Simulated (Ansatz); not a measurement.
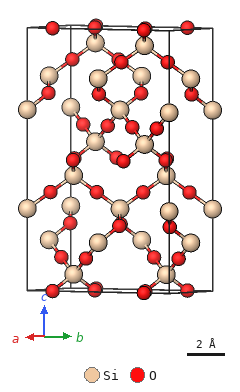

This is the input geometry for a relaxation of solid SiO2 (set up in Fddd). The picture is a ball-and-stick view of the conventional cell (4 times the calculation's cell), seen from a free direction. Lengths and directions refer to the drawn axes.

Case: relaxed at 15 GPa.

Method: DFT LDA, scalar-relativistic, plane waves, PAW in Ansatz.

The input:
```yaml
crystal:
  lattice:
    - [0.0, 4.514664141, 7.1365231182]
    - [2.2581035966, 0.0, 7.1365231182]
    - [2.2581035966, 4.514664141, 0.0]
  atoms:
    - { symbol: Si, position: [0.5620705313, 0.5620705313, 0.9379294687] }
    - { symbol: Si, position: [0.3120705313, 0.3120705313, 0.6879294687] }
    - { symbol: Si, position: [0.6879294687, 0.6879294687, 0.3120705313] }
    - { symbol: Si, position: [0.9379294687, 0.9379294687, 0.5620705313] }
    - { symbol: O, position: [0.625, 0.125, 0.625] }
    - { symbol: O, position: [0.625, 0.625, 0.125] }
    - { symbol: O, position: [0.625, 0.625, 0.625] }
    - { symbol: O, position: [0.125, 0.625, 0.625] }
    - { symbol: O, position: [0.1779148424, 0.8220851576, 0.1779148424] }
    - { symbol: O, position: [0.8220851576, 0.1779148424, 0.8220851576] }
    - { symbol: O, position: [0.4279148424, 0.0720851576, 0.4279148424] }
    - { symbol: O, position: [0.0720851576, 0.4279148424, 0.0720851576] }
basis:
  ecutwfc: 420
kpoints:
  mp_grid: { grid: [6, 6, 6] }
hamiltonian:
  xc: lda
scf:
  occupations: { method: gaussian, width: 0.02 }
output:
  forces: true
  stress: true
  eigenvalues: true
relax:
  adjacent_minimum: "off"
  f_tol: 0.008
  max_steps: 50
  cell: { stress_tol: 0.08, p_target: 15.0 }
```

Command:
```bash
ansatz run input.yaml --threads 2 --pin off --max-ram 5120MiB --backend cpu --events-out ev --progress --plain --runs-dir out
```

Predict the outcome.

Answer. After 7 accepted moves (9 points after the start) the energy has fallen by 6.7 meV per atom. With the target pressure of 15 GPa, the enthalpy E + pV changes by −7.5 meV per atom. The largest force component goes from 0.76 to 0.00036 eV/Å. The pressure goes from 19.26 to 15.00 GPa. The SCF was repeated twice at an unchanged geometry on a basis and grid sized afresh for the cell, which shifted the energy by less than 0.05 meV per atom at most. The largest moves relative to the cell, 0.057 Å, are those of O9, O10, O11 and O12. O11 goes along −b. Largest moves by element: O 0.057 Å, Si 0.013 Å. The volume changes by −0.1 %, with a 4.516 → 4.491 Å (−0.6 %), b 9.029 → 8.975 Å (−0.6 %), c 14.273 → 14.429 Å (+1.1 %). Some distances before and after: Si1–O10 1.576 → 1.592 Å, Si1–O6 1.549 → 1.556 Å. Bond angles that change, for instance: Si2–O11–Si3 131.2° → 127.5°. The space group stays Fddd (No. 70). The run took 87 s on 2 threads of Arm Neoverse V2, with other jobs on the host, peak memory 0.55 GiB.

Step by step:

```
step  E − E(0), meV/atom  largest force component, eV/Å  pressure, GPa  volume, Å³/atom                      note
   0                0.00                         0.7607          19.26           12.126                          
   1               -9.18                         0.5467          17.12           12.193                          
   2              -15.54                         0.1389          14.34           12.228                          
   3               -8.74                         0.3043          14.72           12.144                          
   4               -6.79                         0.0210          15.05           12.119                          
   5               -6.89                         0.0098          15.00           12.119                          
   6               -6.85                         0.0002          15.00           12.119                          
   7               -6.89                         0.0003          15.00           12.119  same geometry, new basis
   8               -6.67                         0.0003          15.00           12.116                          
   9               -6.65                         0.0004          15.00           12.116  same geometry, new basis
```

After the run, drawn alike:

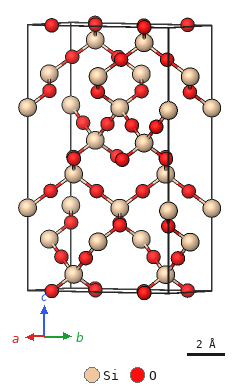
